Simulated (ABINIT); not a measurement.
# Hubbard response calculation, with input and output: NiO (part 1 of 3)

The run: hubbard response calculation of NiO (2 atoms in the cell). Method and program: Kohn-Sham DFT of a periodic cell, LDA, DFT+U, JTH PAW LDA v2.0, spin-polarised (ABINIT 10.8.3).

The structure derives from an entry of the Crystallography Open Database.

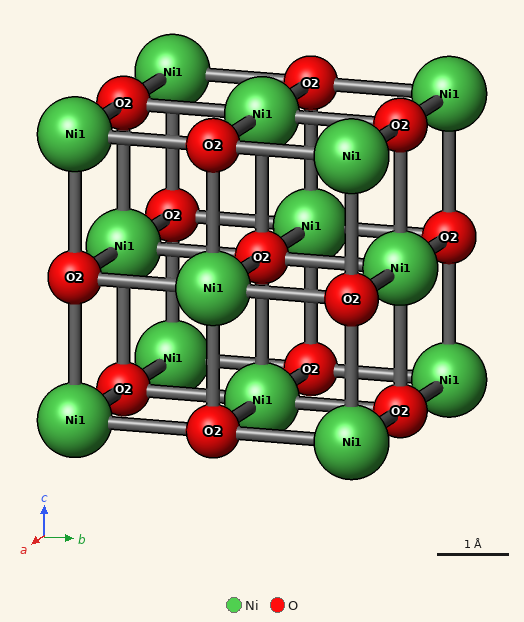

Figure 1. The input geometry (ball-and-stick view of the cell 4 times as large as that of the calculation, set on its symmetry axes, seen slightly off an axis; atoms are numbered from 1 in the order of the input). Near neighbours in the crystal (not all of them lie inside the picture): Ni has 6 O at 2.09 Å; O has 6 Ni at 2.09 Å.

**Input file**
```
# Datasets
ndtset 2

# Pseudopotentials
pp_dirpath "./"
pseudos "Ni.LDA_PW-JTH.xml, O.LDA_PW-JTH.xml"

# Structure
acell 5.5745227313 5.5745227313 5.5745227313
rprim
     0.0000000000     0.7071067812     0.7071067812
     0.7071067812     0.0000000000     0.7071067812
     0.7071067812     0.7071067812     0.0000000000
ntypat 2
znucl 28 8
natom 2
typat 1 2
xred
            0.0            0.0            0.0
            1/2            1/2            1/2

# Plane-wave basis
ecut 25.0
pawecutdg 47.0

# k points
kptopt 2
ngkpt 6 6 6
nshiftk 1
shiftk 0.0 0.0 0.0

# Exchange and correlation
ixc 7

# Bands and occupations
nband 17
occopt 3
tsmear 0.05 eV

# Spin
nsppol 2
spinat
     0.0000000000     0.0000000000     1.0000000000
     0.0000000000     0.0000000000     0.0000000000
nsym 1

# DFT+U
usepawu 1
lpawu 2 -1
upawu 0.0 0.0 eV
jpawu 0.0 0.0 eV
dmatpuopt 3

# SCF cycle
nstep 120
tolvrs 1.0e-9

# Output
prteig 0
prtebands 0
prtden 0
prtwf 0

# Linear response
irdwfk 1
macro_uj 1
pawujat 1
pawujv1 -0.1 eV
pawujv2 0.1 eV
```

**File gs.abi**
```
# Pseudopotentials
pp_dirpath "./"
pseudos "Ni.LDA_PW-JTH.xml, O.LDA_PW-JTH.xml"

# Structure
acell 5.5745227313 5.5745227313 5.5745227313
rprim
     0.0000000000     0.7071067812     0.7071067812
     0.7071067812     0.0000000000     0.7071067812
     0.7071067812     0.7071067812     0.0000000000
ntypat 2
znucl 28 8
natom 2
typat 1 2
xred
            0.0            0.0            0.0
            1/2            1/2            1/2

# Plane-wave basis
ecut 25.0
pawecutdg 47.0

# k points
kptopt 2
ngkpt 6 6 6
nshiftk 1
shiftk 0.0 0.0 0.0

# Exchange and correlation
ixc 7

# Bands and occupations
nband 17
occopt 3
tsmear 0.05 eV

# Spin
nsppol 2
spinat
     0.0000000000     0.0000000000     1.0000000000
     0.0000000000     0.0000000000     0.0000000000
nsym 1

# DFT+U
usepawu 1
lpawu 2 -1
upawu 0.0 0.0 eV
jpawu 0.0 0.0 eV
dmatpuopt 3

# SCF cycle
nstep 120
tolvrs 1.0e-9

# Output
prteig 0
prtebands 0
prtden 0
```

Hardware: 1 thread of Arm Neoverse V1, 24 GiB of memory available, shared host.

Launched with:
```bash
abinit gs.abi > log 2>&1
ln -s gso_WFK runi_DS1_WFK
ln -s gso_WFK runi_DS2_WFK
abinit run.abi > log 2>&1
lruj runo_DS1_LRUJ.nc runo_DS2_LRUJ.nc > lruj.log 2>&1
```

**Output**
```
.Version 10.8.3 of ABINIT
 DATASET    1 : space group P1 (#  1); Bravais aP (primitive triclinic)
================================================================================
 Values of the parameters that define the memory need for DATASET  1.
     intxc =       0    ionmov =       0      iscf =      17    lmnmax =      18
     lnmax =       6     mgfft =      27  mpssoang =       3    mqgrid =    3001
     natom =       2  nloc_mem =       2    nspden =       2   nspinor =       1
    nsppol =       2      nsym =       1    n1xccc =       1    ntypat =       2
    occopt =       3   xclevel =       1
       mpw =         751          nfft =       19683          nkpt =         112
 PAW method is used; the additional fine FFT grid is defined by:
   mgfftf=        36    nfftf =     46656
================================================================================
================================================================================

 DATASET    2 : space group P1 (#  1); Bravais aP (primitive triclinic)
================================================================================
 Values of the parameters that define the memory need for DATASET  2.
     intxc =       0    ionmov =       0      iscf =      17    lmnmax =      18
     lnmax =       6     mgfft =      27  mpssoang =       3    mqgrid =    3001
     natom =       2  nloc_mem =       2    nspden =       2   nspinor =       1
    nsppol =       2      nsym =       1    n1xccc =       1    ntypat =       2
    occopt =       3   xclevel =       1
       mpw =         751          nfft =       19683          nkpt =         112
 PAW method is used; the additional fine FFT grid is defined by:
   mgfftf=        36    nfftf =     46656
================================================================================
================================================================================

--------------------------------------------------------------------------------
------------- Echo of variables that govern the present computation ------------
--------------------------------------------------------------------------------
 -outvars: echo values of preprocessed input variables --------
            acell      5.5745227313E+00  5.5745227313E+00  5.5745227313E+00 Bohr
              amu      5.86900000E+01  1.59994000E+01
         atvshift1      -0.00367   -0.00367   -0.00367   -0.00367   -0.00367
                        -0.00367   -0.00367   -0.00367   -0.00367   -0.00367
                         0.00000    0.00000    0.00000    0.00000    0.00000
                         0.00000    0.00000    0.00000    0.00000    0.00000
         atvshift2       0.00367    0.00367    0.00367    0.00367    0.00367
                         0.00367    0.00367    0.00367    0.00367    0.00367
                         0.00000    0.00000    0.00000    0.00000    0.00000
                         0.00000    0.00000    0.00000    0.00000    0.00000
           diemix      4.50000000E-01
        dmatpuopt           3
             ecut      2.50000000E+01 Hartree
           irdwfk           1
                       outvar_i_n : Printing only first  50 k-points.
              ixc           7
           jdtset        1    2
                       outvar_i_n : Printing only first  50 k-points.
           kptopt           2
         kptrlatt        6    0    0      0    6    0      0    0    6
          kptrlen      3.34471364E+01
            lpawu           2      -1
         macro_uj        1
            natom           2
            nband          17
        natvshift        5
           ndtset           2
            ngfft          27      27      27
          ngfftdg          36      36      36
             nkpt         112
           nspden           2
           nsppol           2
            nstep         120
             nsym           1
           ntypat           2
                       prtocc : prtvol=0, do not print more k-points.
                       1.000000  1.000000  1.000000  1.000000  1.000000  1.000000
                       1.000000  1.000000  1.000000  1.000000  1.000000  1.000000
                       0.000000  0.000000  0.000000  0.000000  0.000000
                       1.000000  1.000000  1.000000  1.000000  1.000000  1.000000
                       1.000000  1.000000  1.000000  1.000000  1.000000  1.000000
                       0.000000  0.000000  0.000000  0.000000  0.000000
                       1.000000  1.000000  1.000000  1.000000  1.000000  1.000000
                       1.000000  1.000000  1.000000  1.000000  1.000000  1.000000
                       0.000000  0.000000  0.000000  0.000000  0.000000
                       1.000000  1.000000  1.000000  1.000000  1.000000  1.000000
                       1.000000  1.000000  1.000000  1.000000  1.000000  1.000000
                       0.000000  0.000000  0.000000  0.000000  0.000000
                       1.000000  1.000000  1.000000  1.000000  1.000000  1.000000
                       1.000000  1.000000  1.000000  1.000000  1.000000  1.000000
                       0.000000  0.000000  0.000000  0.000000  0.000000
                       1.000000  1.000000  1.000000  1.000000  1.000000  1.000000
                       1.000000  1.000000  1.000000  1.000000  1.000000  1.000000
                       0.000000  0.000000  0.000000  0.000000  0.000000
                       1.000000  1.000000  1.000000  1.000000  1.000000  1.000000
                       1.000000  1.000000  1.000000  1.000000  1.000000  1.000000
                       0.000000  0.000000  0.000000  0.000000  0.000000
                       1.000000  1.000000  1.000000  1.000000  1.000000  1.000000
                       1.000000  1.000000  1.000000  1.000000  1.000000  1.000000
                       0.000000  0.000000  0.000000  0.000000  0.000000
                       1.000000  1.000000  1.000000  1.000000  1.000000  1.000000
                       1.000000  1.000000  1.000000  1.000000  1.000000  1.000000
                       0.000000  0.000000  0.000000  0.000000  0.000000
                       1.000000  1.000000  1.000000  1.000000  1.000000  1.000000
                       1.000000  1.000000  1.000000  1.000000  1.000000  1.000000
                       0.000000  0.000000  0.000000  0.000000  0.000000
                       1.000000  1.000000  1.000000  1.000000  1.000000  1.000000
                       1.000000  1.000000  1.000000  1.000000  1.000000  1.000000
                       0.000000  0.000000  0.000000  0.000000  0.000000
                       1.000000  1.000000  1.000000  1.000000  1.000000  1.000000
                       1.000000  1.000000  1.000000  1.000000  1.000000  1.000000
                       0.000000  0.000000  0.000000  0.000000  0.000000
                       1.000000  1.000000  1.000000  1.000000  1.000000  1.000000
                       1.000000  1.000000  1.000000  1.000000  1.000000  1.000000
                       0.000000  0.000000  0.000000  0.000000  0.000000
                       1.000000  1.000000  1.000000  1.000000  1.000000  1.000000
                       1.000000  1.000000  1.000000  1.000000  1.000000  1.000000
                       0.000000  0.000000  0.000000  0.000000  0.000000
                       1.000000  1.000000  1.000000  1.000000  1.000000  1.000000
                       1.000000  1.000000  1.000000  1.000000  1.000000  1.000000
                       0.000000  0.000000  0.000000  0.000000  0.000000
                       1.000000  1.000000  1.000000  1.000000  1.000000  1.000000
                       1.000000  1.000000  1.000000  1.000000  1.000000  1.000000
                       0.000000  0.000000  0.000000  0.000000  0.000000
                       1.000000  1.000000  1.000000  1.000000  1.000000  1.000000
                       1.000000  1.000000  1.000000  1.000000  1.000000  1.000000
                       0.000000  0.000000  0.000000  0.000000  0.000000
                       1.000000  1.000000  1.000000  1.000000  1.000000  1.000000
                       1.000000  1.000000  1.000000  1.000000  1.000000  1.000000
                       0.000000  0.000000  0.000000  0.000000  0.000000
                       1.000000  1.000000  1.000000  1.000000  1.000000  1.000000
                       1.000000  1.000000  1.000000  1.000000  1.000000  1.000000
                       0.000000  0.000000  0.000000  0.000000  0.000000
                       1.000000  1.000000  1.000000  1.000000  1.000000  1.000000
                       1.000000  1.000000  1.000000  1.000000  1.000000  1.000000
                       0.000000  0.000000  0.000000  0.000000  0.000000
                       1.000000  1.000000  1.000000  1.000000  1.000000  1.000000
                       1.000000  1.000000  1.000000  1.000000  1.000000  1.000000
                       0.000000  0.000000  0.000000  0.000000  0.000000
                       1.000000  1.000000  1.000000  1.000000  1.000000  1.000000
                       1.000000  1.000000  1.000000  1.000000  1.000000  1.000000
                       0.000000  0.000000  0.000000  0.000000  0.000000
                       1.000000  1.000000  1.000000  1.000000  1.000000  1.000000
                       1.000000  1.000000  1.000000  1.000000  1.000000  1.000000
                       0.000000  0.000000  0.000000  0.000000  0.000000
                       1.000000  1.000000  1.000000  1.000000  1.000000  1.000000
                       1.000000  1.000000  1.000000  1.000000  1.000000  1.000000
                       0.000000  0.000000  0.000000  0.000000  0.000000
                       1.000000  1.000000  1.000000  1.000000  1.000000  1.000000
                       1.000000  1.000000  1.000000  1.000000  1.000000  1.000000
                       0.000000  0.000000  0.000000  0.000000  0.000000
                       1.000000  1.000000  1.000000  1.000000  1.000000  1.000000
                       1.000000  1.000000  1.000000  1.000000  1.000000  1.000000
                       0.000000  0.000000  0.000000  0.000000  0.000000
                       1.000000  1.000000  1.000000  1.000000  1.000000  1.000000
                       1.000000  1.000000  1.000000  1.000000  1.000000  1.000000
                       0.000000  0.000000  0.000000  0.000000  0.000000
                       1.000000  1.000000  1.000000  1.000000  1.000000  1.000000
                       1.000000  1.000000  1.000000  1.000000  1.000000  1.000000
                       0.000000  0.000000  0.000000  0.000000  0.000000
                       1.000000  1.000000  1.000000  1.000000  1.000000  1.000000
                       1.000000  1.000000  1.000000  1.000000  1.000000  1.000000
                       0.000000  0.000000  0.000000  0.000000  0.000000
                       1.000000  1.000000  1.000000  1.000000  1.000000  1.000000
                       1.000000  1.000000  1.000000  1.000000  1.000000  1.000000
                       0.000000  0.000000  0.000000  0.000000  0.000000
                       1.000000  1.000000  1.000000  1.000000  1.000000  1.000000
                       1.000000  1.000000  1.000000  1.000000  1.000000  1.000000
                       0.000000  0.000000  0.000000  0.000000  0.000000
                       1.000000  1.000000  1.000000  1.000000  1.000000  1.000000
                       1.000000  1.000000  1.000000  1.000000  1.000000  1.000000
                       0.000000  0.000000  0.000000  0.000000  0.000000
                       1.000000  1.000000  1.000000  1.000000  1.000000  1.000000
                       1.000000  1.000000  1.000000  1.000000  1.000000  1.000000
                       0.000000  0.000000  0.000000  0.000000  0.000000
                       1.000000  1.000000  1.000000  1.000000  1.000000  1.000000
                       1.000000  1.000000  1.000000  1.000000  1.000000  1.000000
                       0.000000  0.000000  0.000000  0.000000  0.000000
                       1.000000  1.000000  1.000000  1.000000  1.000000  1.000000
                       1.000000  1.000000  1.000000  1.000000  1.000000  1.000000
                       0.000000  0.000000  0.000000  0.000000  0.000000
                       1.000000  1.000000  1.000000  1.000000  1.000000  1.000000
                       1.000000  1.000000  1.000000  1.000000  1.000000  1.000000
                       0.000000  0.000000  0.000000  0.000000  0.000000
                       1.000000  1.000000  1.000000  1.000000  1.000000  1.000000
                       1.000000  1.000000  1.000000  1.000000  1.000000  1.000000
                       0.000000  0.000000  0.000000  0.000000  0.000000
                       1.000000  1.000000  1.000000  1.000000  1.000000  1.000000
                       1.000000  1.000000  1.000000  1.000000  1.000000  1.000000
                       0.000000  0.000000  0.000000  0.000000  0.000000
                       1.000000  1.000000  1.000000  1.000000  1.000000  1.000000
                       1.000000  1.000000  1.000000  1.000000  1.000000  1.000000
                       0.000000  0.000000  0.000000  0.000000  0.000000
                       1.000000  1.000000  1.000000  1.000000  1.000000  1.000000
                       1.000000  1.000000  1.000000  1.000000  1.000000  1.000000
                       0.000000  0.000000  0.000000  0.000000  0.000000
                       1.000000  1.000000  1.000000  1.000000  1.000000  1.000000
                       1.000000  1.000000  1.000000  1.000000  1.000000  1.000000
                       0.000000  0.000000  0.000000  0.000000  0.000000
                       1.000000  1.000000  1.000000  1.000000  1.000000  1.000000
                       1.000000  1.000000  1.000000  1.000000  1.000000  1.000000
                       0.000000  0.000000  0.000000  0.000000  0.000000
                       1.000000  1.000000  1.000000  1.000000  1.000000  1.000000
```
